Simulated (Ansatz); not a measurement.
## Electronic structure of Sn2O in real space

Input

```
crystal:
  lattice:
    - [5.2038908529, 0.0, 0.0]
    - [0.0, 5.2038908529, 0.0]
    - [0.0, 0.0, 5.2038908529]
  atoms:
    - { symbol: Sn, position: [0.25, 0.25, 0.25] }
    - { symbol: Sn, position: [0.75, 0.75, 0.25] }
    - { symbol: Sn, position: [0.25, 0.75, 0.75] }
    - { symbol: Sn, position: [0.75, 0.25, 0.75] }
    - { symbol: O, position: [0.0, 0.0, 0.0] }
    - { symbol: O, position: [0.5, 0.5, 0.5] }
basis:
  ecutwfc: 420
kpoints:
  mp_grid: { grid: [8, 8, 8] }
hamiltonian:
  xc: pbe
scf:
  occupations: { method: fermi_dirac, width: 0.15 }
output:
  forces: true
  stress: true
  eigenvalues: true
  write_density: true
  write_potential: true
  elf: true
  volumetric_format: npy
relax:
  adjacent_minimum: "off"
  f_tol: 0.001
  max_steps: 60
  cell: { stress_tol: 0.01 }
```

Command:

```sh
ansatz run input.yaml --threads 2 --pin off --max-ram 7168MiB --backend cpu --events-out ev --progress --plain --runs-dir out
```

Below, planes, directions and counts refer to the conventional cell (a = 5.21 Å, b = 5.21 Å, c = 5.21 Å, α = 90.00°, β = 90.00°, γ = 90.00°).

The fields are those of the relaxed geometry.

Space group Pn-3m.

Level of theory: DFT PBE, scalar-relativistic, plane waves, PAW in Ansatz.

Core electrons are frozen (PAW), and the valence fields are smoothed inside the atomic spheres.

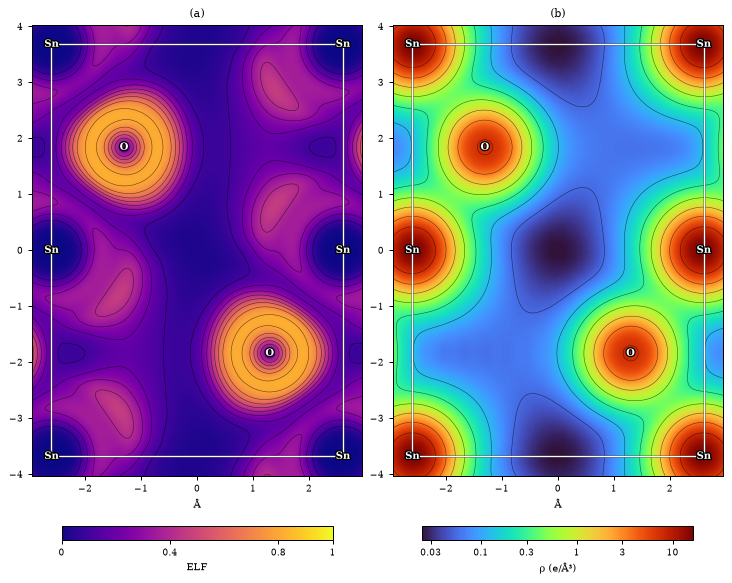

Figure 1. (a) electron localisation function; (b) valence electron density on the (110) plane of the conventional cell.

Interpret the plot.

- Atoms in the plane: Sn and O.
- Sn–O (2.25 Å): ρ is about 0.45 e/Å³ halfway; the ELF peaks at about 0.80 in the valence shell of O, 0.6 Å from its nucleus, and drops to about 0.20 between the two atoms (no localised pair shows between them).
- Between the atoms the lowest density in this plane is 0.02 e/Å³.

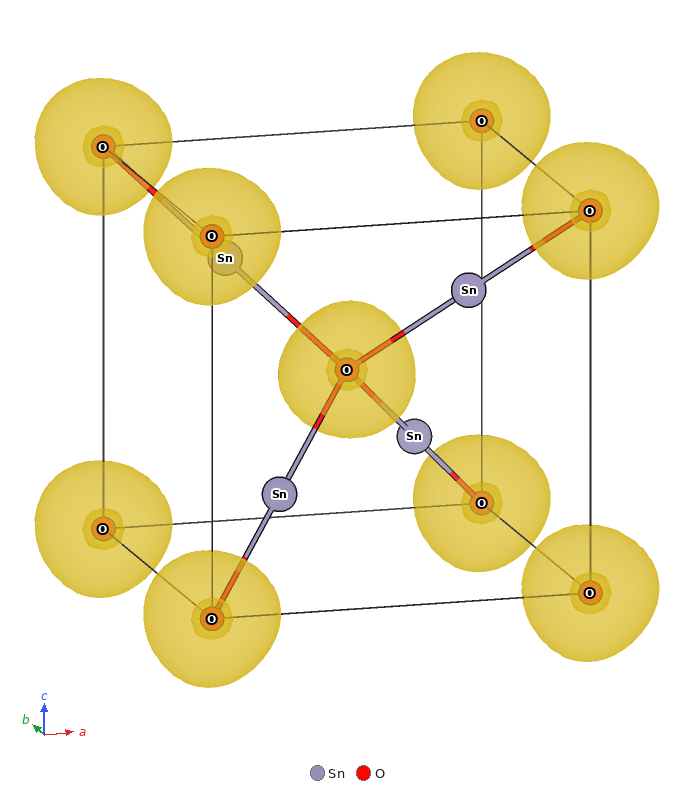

Figure 2. Isosurface of the ELF at 0.6 (yellow), seen slightly off an axis. Core shells and regions of very low density are left out. Sticks mark near contacts.

Where are the electrons localised?

The ELF exceeds this value in two regions wrapped around O (the valence shell of each), counted in one cell of 6 atoms. Regions shared between cells count once.

Does the calculation give a band gap?

It is metallic or semimetallic at this level of theory: no gap opens.
